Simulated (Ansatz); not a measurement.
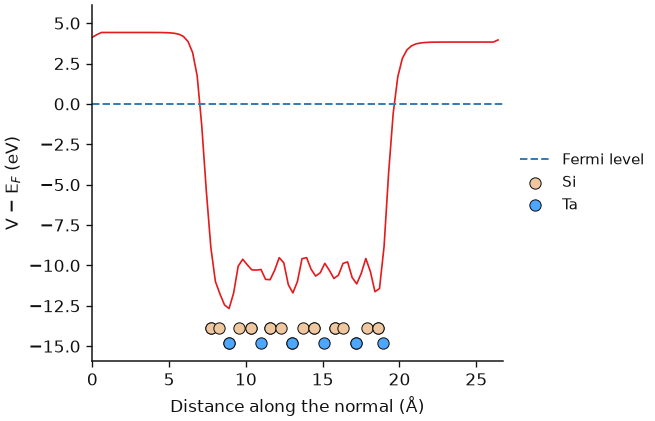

Plane-averaged electrostatic potential energy of an electron across the slab; circles at the bottom mark the heights of the atoms (positions after relaxation).

Structure: a (100) slab cut from TaSi₂ (P6_222), ended by Ta above and Si below, 27 atoms in the cell; a = 4.76 Å, b = 6.56 Å, c = 26.71 Å, α = 90.00°, β = 90.00°, γ = 90.00°.

Computed with Ansatz 0.2.0: DFT PBEsol, scalar-relativistic, plane waves, PAW, no spin polarisation, 7×6×1 k mesh, 420 eV cutoff, Gaussian smearing of 0.1 eV.

Read off the work function of each face.

The work function is 3.83 eV at the right face and 4.42 eV at the left.

Do the two faces differ, and what does that say about the slab's dipole?

The vacuum level is 0.59 eV higher at the left than at the right, so the slab carries a dipole along its normal; the ramp in the vacuum, at or near the edge of the plot, is the dipole correction that keeps each side flat.

Spin-orbit coupling is left out, which matters for Ta.
